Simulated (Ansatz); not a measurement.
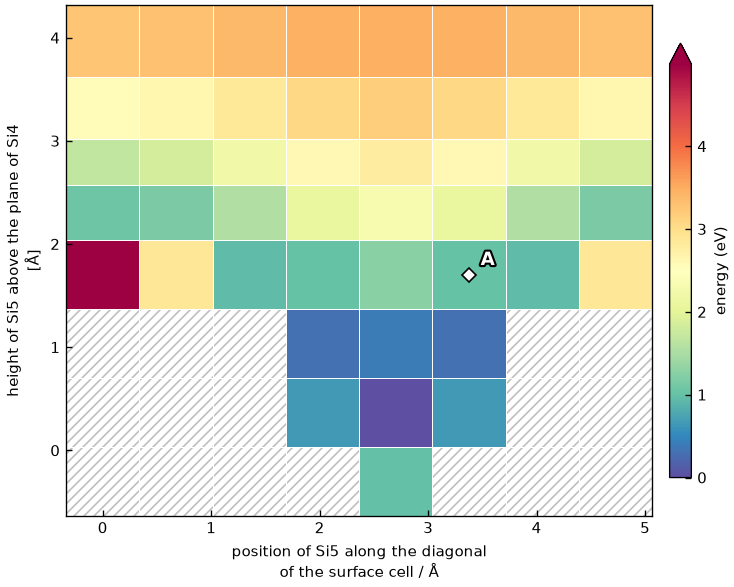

Si on a Si(100) slab cut from the Fd-3m phase, its upper half relaxed before the scan (4 atoms of substrate and one adsorbate in a 1 × 1 cell). Si is moved along a line over the surface and along the normal, above a rigid substrate. The first coordinate is: position of Si5 along the diagonal of the surface cell, from above Si4; the second: height of Si5 above the plane of Si4. The grid has 8 × 8 points; 30 points were computed and 17 follow by symmetry. At 17 points there is no value (left out of the scan, as a rule where atoms come close). Points are written as (first, second). Energies are in eV, from the lowest grid point. These are results of DFT LDA, scalar-relativistic, plane waves, PAW (Ansatz), not measurements. Settings: cutoff 420 eV, k-mesh 7×7×1, gaussian smearing 0.05 eV, spin-polarised.

The picture shows one coloured cell a grid point, one colour for all values above the top of the scale, hatched blanks where no value was computed, the point A.

Question: Is A at rest? If not, where is it pushed?

Answer: A, at (3.38 Å, 1.70 Å), is not a stationary point. The computed force is 0.6 eV for each Å towards larger values of the first coordinate and 1.5 eV for each Å towards smaller values of the second coordinate.

PAW datasets: the set soft_1.
